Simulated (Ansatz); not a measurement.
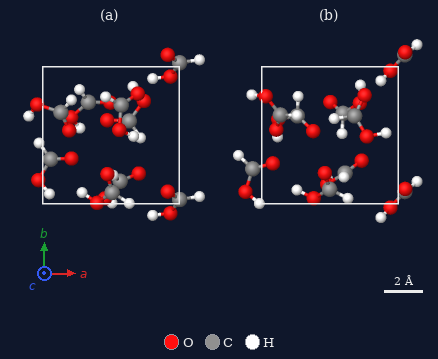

The structure of an amorphous cell of composition H2CO2 before (left) and after (right) a relaxation, at one scale.

A ball-and-stick model of the cell of the calculation, seen along the c axis.

The cell holds 8 HCOOH. The run prepares the start of a later molecular dynamics calculation, from a guessed geometry.

Computed with DFT PBEsol, scalar-relativistic, plane waves, PAW (Ansatz 0.2.0). Settings: plane-wave cutoff 420 eV; k-point mesh 1 × 1 × 1; occupations fermi dirac; smearing width 0.05 eV; no spin polarisation; atoms relaxed in a fixed cell; force threshold 0.3 eV/Å; at most 15 steps.

> Summarise the run.

The relaxation stopped without meeting its thresholds, so the last structure isn't shown to be converged. It used up its limit of 15 steps. An H atom moves most: 1.88 Å roughly along [3 0 1]. By element the largest moves are H 1.88 Å, O 1.78 Å, C 1.06 Å. The lattice vectors keep their values. Near-neighbour distances that change, for instance: H–O 0.980 → 1.056 Å, C–O 1.350 → 1.298 Å, H–O 0.980 → 1.023 Å, C–O 1.212 → 1.245 Å. Bond angles that change, for instance: C–O–H 106.0° → 113.8°, C–O–H 106.0° → 111.9°, C–O–H 106.0° → 110.7°. The energy falls by 5.853 eV per cell of the calculation in 14 geometry steps. Largest force component: 1.8 eV/Å at the start, 0.4 eV/Å at the end. Cost: 75 s on 1 thread of Intel(R) Xeon(R) Platinum 8488C (Sapphire Rapids), on a shared host, peak memory 0.49 GiB.

Limits of the set-up: the program's low-accuracy preset was used; the periodic images lie only 7.4 Å apart, so the values are limited by the cell's size.
